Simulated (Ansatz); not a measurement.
**CaSe: density, localisation and related maps**

Input file:

```
crystal:
  lattice:
    - [3.6461027249, 0.0596604557, 0.0596604557]
    - [0.0596604557, 3.6461027249, 0.0596604557]
    - [0.0596604557, 0.0596604557, 3.6461027249]
  atoms:
    - { symbol: Ca, position: [0.0, 0.0, 0.0] }
    - { symbol: Se, position: [0.5, 0.5, 0.5] }
kpoints:
  mp_grid: { grid: [6, 6, 6] }
  band_path:
    path:
      - [0.0, 0.0, 0.0]
      - [0.0, 0.5, 0.0]
      - [0.5, 0.5, 0.0]
      - [0.5, 0.5, 0.5]
      - [0.0, 0.5, 0.5]
    npoints: 1
hamiltonian:
  xc: hse06
scf:
  occupations: { method: fixed }
  n_extra_bands: 4
output:
  forces: true
  stress: true
  eigenvalues: true
  write_density: true
  write_potential: true
  elf: true
  volumetric_format: npy
```

Run with:

```sh
ansatz run input.yaml --threads 4 --pin off --max-ram 3686MiB --backend cpu --events-out ev --progress --plain --runs-dir out
```

Below, planes, directions and counts refer to the conventional cell (a = 5.07 Å, b = 5.07 Å, c = 6.52 Å, α = 90.00°, β = 90.00°, γ = 120.00°).

Space group R-3m; started from the CsCl prototype, which need not be the ambient phase; changed on purpose from its base cell (epitaxial 111 strain -1.3%).

Method: Ansatz 0.2.0, DFT, HSE06, plane waves, PAW.

In a PAW calculation such maps are meaningful between the atoms, not at the nuclei.

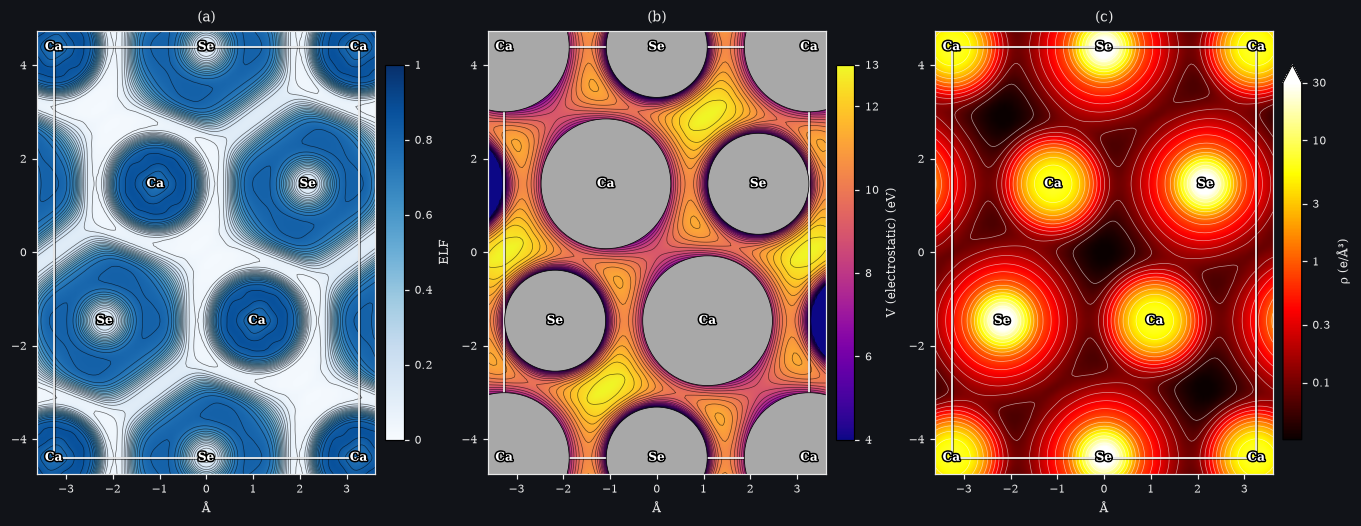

Figure 1. (a) ELF; (b) electrostatic potential energy of an electron; (c) valence pseudo-density on the (110) plane of the conventional cell. Grey discs cover the atomic cores in the potential map.

### What do the fields say about this system?

- The plane passes through Ca and Se nuclei.
- Ca–Se (3.12 Å): the density is about 0.15 e/Å³ at the midpoint, with its minimum of 0.12 e/Å³ about 1.4 Å from Ca; the ELF is about 0.40 at the midpoint (an ionic contact with no shared pair).
- Ca–Se (3.26 Å): ρ is about 0.12 e/Å³ halfway, with its minimum of 0.1 e/Å³ about 1.4 Å from Ca; the ELF is about 0.40 at the midpoint and 0.05 at its lowest between the atoms; a largely ionic contact.
- Between the atoms the lowest density in this plane is 0.03 e/Å³.
- The features right at Ca lie inside the PAW spheres, where the map follows smoothed inner orbitals and isn't to be read closely.
- Outside the cores the potential energy rises away from the atoms and is highest about 1.8 Å from the nearest atoms; its zero is arbitrary.

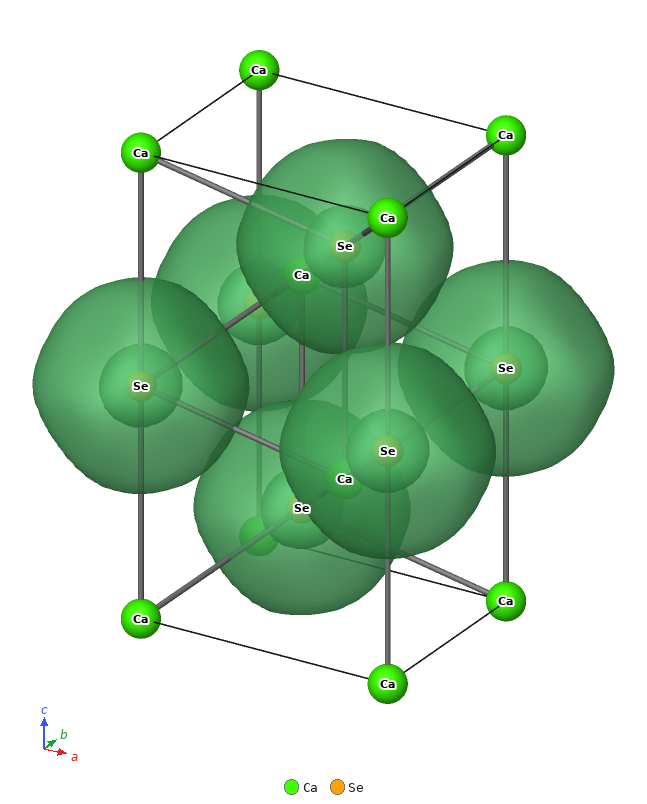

Figure 2. Isosurface of the ELF at 0.65 (green), seen slightly off an axis. Only the valence region is drawn (cores and ρ < 0.01 e/Å³ removed). Sticks mark near contacts.

### What do the ELF domains correspond to?

The surface consists of three regions wrapped around Se (the valence shell of each), counted in one cell of 6 atoms. Any copies at cell faces, edges or corners count once.

### Does the calculation make it a metal, or give it a gap?

It is gapped, with a Kohn–Sham gap of 1.6 eV on the k-point mesh (the band edges may lie off the mesh, which would make the gap smaller).
